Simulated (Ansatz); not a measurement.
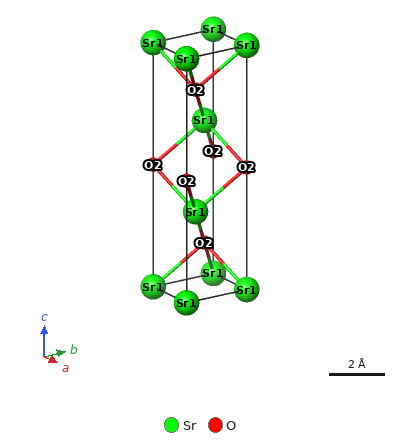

The input geometry of run 1 (ball-and-stick view of the cell 3 times as large as that of the calculation, set on its symmetry axes, seen slightly off an axis; atoms are numbered from 1 in the order of the input). An atom can appear more than once, as a periodic image. Near neighbours in the periodic cell (some may lie outside the picture): Sr has 6 O at 2.54 Å; O has 6 Sr at 2.54 Å.

## What a change does: band-structure calculation on SrO

System: SrO (R-3m, 2 atoms in the cell).
Method of run 1: DFT, PBE, plane waves, PAW, no spin polarisation (Ansatz 0.2.0).

The structure was built on a prototype by a generator. The geometry comes from this level: r2SCAN (a point of a series of strains). Text and figures count atoms from 1; the logs count them from 0 in places.

Input, run 1:
```yaml
crystal:
  lattice:
    - [0.1150148237, 2.5917114565, 2.5917114565]
    - [2.5917114565, 0.1150148237, 2.5917114565]
    - [2.5917114565, 2.5917114565, 0.1150148237]
  atoms:
    - { symbol: Sr, position: [0.0, 0.0, 0.0] }
    - { symbol: O, position: [0.5, 0.5, 0.5] }
kpoints:
  mp_grid: { grid: [8, 8, 8] }
  band_path:
    path:
      - [0.0, 0.0, 0.0]
      - [0.5, 0.0, 0.5]
      - [0.625, 0.25, 0.625]
      - [0.375, 0.375, 0.75]
      - [0.5, 0.5, 0.5]
      - [0.5, 0.25, 0.75]
      - [0.0, 0.5, 0.5]
    npoints: 1
hamiltonian:
  xc: pbe
scf:
  occupations: { method: fermi_dirac, width: 0.02 }
  n_extra_bands: 4
output:
  forces: true
  stress: true
  eigenvalues: true
```

Launched with:
```bash
ansatz run input.yaml --threads 2 --pin off --max-ram 20275MiB --backend cpu --events-out ev --progress --plain --runs-dir out
```

Hardware: 2 threads of AMD EPYC (Zen 3), 144 GiB of memory available, shared host.

Output, shortened to warnings, some set-up lines, iterations and results (run 1):
```
Basis set: ecut = 420 eV, 641 PW (Γ), exchange–correlation on 50×50×50 points (8 copies of the dense FFT grid, shifted against one another)
Symmetry: 12 space group operations
k-points: 65 of 512
Initial density: superposition of atomic densities (neutral atoms: chi_scale 0, normalization atom), corrected by the library's trained network
[...]
SCF iter   1: F=—  HF=-4114.535846 eV  |F-HF|=—  |Δ(HF+E_count)|=         —  Δρ=4.33e-4  dr2=1.11e-5  ethr=1.77e-3  ⟨swp⟩=9.0  Hψ=6369  notcnv=0
SCF iter   2: F=—  HF=-4114.536724 eV  |F-HF|=—  |Δ(HF+E_count)|=   8.77e-4  Δρ=4.41e-4  dr2=6.29e-5  ethr=6.95e-8  ⟨swp⟩=4.1  Hψ=2766  notcnv=0
SCF iter   3: F=—  HF=-4114.536746 eV  |F-HF|=—  |Δ(HF+E_count)|=   2.22e-5  Δρ=2.07e-4  dr2=1.09e-5  ethr=6.95e-8  ⟨swp⟩=2.8  Hψ=1251  notcnv=0
SCF iter   4: F=—  HF=-4114.536772 eV  |F-HF|=—  |Δ(HF+E_count)|=   2.63e-5  Δρ=6.85e-5  dr2=1.75e-6  ethr=6.83e-8  ⟨swp⟩=3.0  Hψ=1279  notcnv=0
SCF iter   5: F=—  HF=-4114.536772 eV  |F-HF|=—  |Δ(HF+E_count)|=   2.21e-7  Δρ=3.54e-5  dr2=4.61e-7  ethr=1.09e-8  ⟨swp⟩=1.0  Hψ=780  notcnv=0
SCF iter   6: F=—  HF=-4114.536772 eV  |F-HF|=—  |Δ(HF+E_count)|=   8.18e-8  Δρ=1.80e-5  dr2=1.24e-7  ethr=2.88e-9  ⟨swp⟩=1.0  Hψ=782  notcnv=0
SCF iter   7: F=-4114.536772 eV  HF=-4114.536772 eV  |F-HF|=1.51e-8  |Δ(HF+E_count)|=   2.42e-8  Δρ=6.81e-6  dr2=1.73e-8  ethr=6.25e-10  ⟨swp⟩=4.9  Hψ=2653  notcnv=0
SCF 1 converged in 7 iterations: F = -4114.536772 eV  dr2 = 1.73e-8
NSCF: frozen V_eff on 7 k-points
SCF converged after 7 iterations
Free energy (F): -4114.536772 eV
Harris-Foulkes:  -4114.536772 eV  (|F-HF|=1.51e-8)
Internal energy: -4114.536772 eV  (E = F + TS)
E sigma→0 (E₀):  -4114.536772 eV
Fermi energy:    10.114452 eV
--- Per-component energies (eV) ---
  E_band       = -48.837008
  E_kinetic    = 424.951108
  E_local      = -842.047765  (includes V_loc(G=0)·N_el)
  E_nonlocal   = 250.402090
  E_hartree    = 226.958503
  E_xc         = -249.986612
  E_vxc        = -259.999849  (∫ρ·V_xc dr)
  E_paw        = -2852.487015  (= ΣΔE_a)
  E_vpaw       = -76.060331  (= ΣTr[D̂ρ^β])
  E_aug_tail   = 0.002423  (compensation charges beyond the density's cutoff)
  E_ewald      = -1072.329503
  E_smearing   = -0.000000  (= −TS)
  E_closure    = -0.000000  (closes the sum)
  Σ components = -4114.536772   (vs F -4114.536772, Δ=0.00e0)
--- Forces (eV/Å), atoms counted from 1 ---
  atom   1  Sr     0.00000000    -0.00000000     0.00000000
  atom   2  O      0.00000000    -0.00000000     0.00000000
  max |Σ_I F_I| component: 1.26e-29 eV/Å
--- Stress (GPa, compression-positive) ---
        7.324298      -2.734981      -2.734981
       -2.734981       7.324298      -2.734981
       -2.734981      -2.734981       7.324298
  P = ⅓ Tr σ = 7.3243 GPa (73.243 kbar)
```

The input of run 2 differs as follows (lines with − go, lines with + come):
```diff
-  xc: pbe
+  xc: r2scan
-  occupations: { method: fermi_dirac, width: 0.02 }
+  occupations: { method: fixed }
```

What does this change do to the results?

The total energies belong to different methods, so their difference says nothing on which is more stable or more accurate. The gap on the mesh goes from 3.20 to 3.68 eV. The pressure goes from 7.32 to 5.57 GPa. The functional changes from PBE to r2SCAN. The number of SCF iterations is the same. The default cutoff goes from 420 to 500 eV with the change. The plane waves at Γ go from 641 to 827.

Output, shortened to warnings, some set-up lines, iterations and results (run 2):
```
Basis set: ecut = 500 eV, 827 PW (Γ), exchange–correlation on 108×108×108 points (64 copies of the dense FFT grid, shifted against one another)
Symmetry: 12 space group operations
k-points: 65 of 512
Initial density: superposition of atomic densities (neutral atoms: chi_scale 0, normalization atom), corrected by the library's trained network
[...]
SCF iter   1: F=—  HF=-4126.899600 eV  |F-HF|=—  |Δ(HF+E_count)|=         —  Δρ=8.62e-3  dr2=3.17e-2  dr2_τ=6.33e-2  ethr=1.77e-3  ⟨swp⟩=6.0  Hψ=5033  notcnv=0  defer=121
SCF iter   2: F=—  HF=-4126.989619 eV  |F-HF|=—  |Δ(HF+E_count)|=   9.00e-2  Δρ=8.42e-3  dr2=1.27e-2  dr2_τ=3.36e-3  ethr=1.98e-4  ⟨swp⟩=2.5  Hψ=1924  notcnv=0  defer=124
SCF iter   3: F=—  HF=-4126.987021 eV  |F-HF|=—  |Δ(HF+E_count)|=   2.60e-3  Δρ=2.43e-3  dr2=9.77e-4  dr2_τ=1.10e-4  ethr=7.92e-5  ⟨swp⟩=2.0  Hψ=1104  notcnv=0  defer=130
SCF iter   4: F=—  HF=-4126.986996 eV  |F-HF|=—  |Δ(HF+E_count)|=   2.51e-5  Δρ=5.68e-4  dr2=8.97e-5  dr2_τ=9.84e-6  ethr=6.11e-6  ⟨swp⟩=2.7  Hψ=1233  notcnv=0  defer=130
SCF iter   5: F=—  HF=-4126.986985 eV  |F-HF|=—  |Δ(HF+E_count)|=   1.03e-5  Δρ=1.25e-4  dr2=4.62e-6  dr2_τ=2.75e-7  ethr=5.61e-7  ⟨swp⟩=2.1  Hψ=1008  notcnv=0  defer=114
SCF iter   6: F=—  HF=-4126.986985 eV  |F-HF|=—  |Δ(HF+E_count)|=   4.82e-7  Δρ=2.73e-5  dr2=2.50e-7  dr2_τ=2.73e-8  ethr=2.89e-8  ⟨swp⟩=2.4  Hψ=1119  notcnv=0  defer=121
SCF iter   7: F=-4126.986985 eV  HF=-4126.986985 eV  |F-HF|=1.83e-8  |Δ(HF+E_count)|=   6.15e-9  Δρ=8.48e-6  dr2=2.40e-8  dr2_τ=7.44e-10  ethr=6.25e-10  ⟨swp⟩=9.1  Hψ=4829  …
SCF 1 converged in 7 iterations: F = -4126.986985 eV  dr2 = 2.40e-8
NSCF: frozen V_eff on 7 k-points
SCF converged after 7 iterations
Free energy (F): -4126.986985 eV
Harris-Foulkes:  -4126.986985 eV  (|F-HF|=1.83e-8)
Internal energy: -4126.986985 eV  (E = F + TS)
E sigma→0 (E₀):  -4126.986985 eV
Fermi energy:    8.185854 eV
--- Per-component energies (eV) ---
  E_band       = -60.447166
  E_kinetic    = 426.341046
  E_local      = -842.838757  (includes V_loc(G=0)·N_el)
  E_nonlocal   = 249.153206
  E_hartree    = 228.050863
  E_xc         = -239.815235
  E_vxc        = -287.469402  (∫ρ·V_xc dr)
  E_paw        = -2875.371631  (= ΣΔE_a)
  E_vpaw       = -78.158858  (= ΣTr[D̂ρ^β])
  E_aug_tail   = 0.001004  (compensation charges beyond the density's cutoff)
  E_vtau       = 16.425575  (kinetic-family band-sum trace: ∫τ·v_τ [+ j·A + Jᵃ·Aᵃ] dr)
  E_ewald      = -1072.329503
  E_core_change = -0.177977  (= ΣΔE_core)
  E_smearing   = -0.000000  (= −TS)
  E_closure    = 0.000000  (closes the sum)
  Σ components = -4126.986985   (vs F -4126.986985, Δ=0.00e0)
--- Forces (eV/Å), atoms counted from 1 ---
  atom   1  Sr     0.00000000     0.00000000    -0.00000000
  atom   2  O     -0.00000000    -0.00000000    -0.00000000
  max |Σ_I F_I| component: 5.26e-30 eV/Å
--- Stress (GPa, compression-positive) ---
        5.570582      -2.785625      -2.785625
       -2.785625       5.570582      -2.785625
       -2.785625      -2.785625       5.570582
  P = ⅓ Tr σ = 5.5706 GPa (55.706 kbar)
```

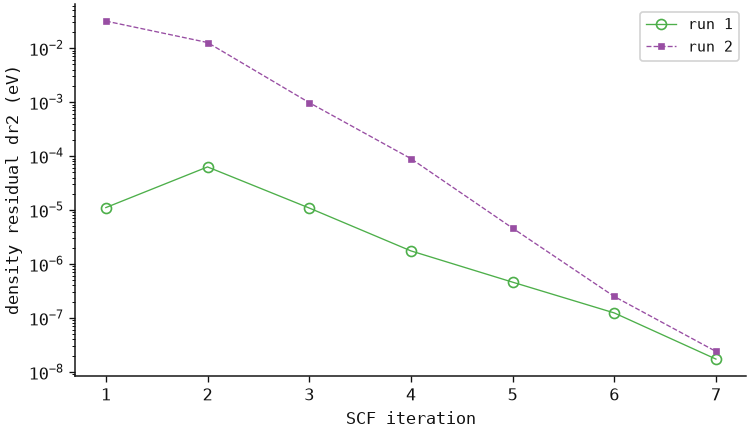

Convergence of the two runs: density residual dr2 against the SCF iteration. Run 1 takes 7 iterations in all, and run 2 takes 7.

The two runs side by side:

| quantity | run 1 | run 2 |
| --- | --- | --- |
| outcome | converged | converged |
| free energy per atom (eV) | −2057.2684 | −2063.4935 |
| gap on the mesh (eV) | 3.20 | 3.68 |
| pressure (GPa) | 7.32 | 5.57 |
| largest force (eV/Å) | 0.000 | 0.000 |
| SCF iterations | 7 | 7 |
| irreducible k-points | 65 | 65 |
| plane waves at Γ | 641 | 827 |
| wall time (shared host) | 0.82 s | 1.8 s |

For run 1: The cell is under a pressure of 7.3 GPa at this level, so it is not at its equilibrium volume. For run 2: The cell is under a pressure of 5.6 GPa at this level, so it is not at its equilibrium volume.
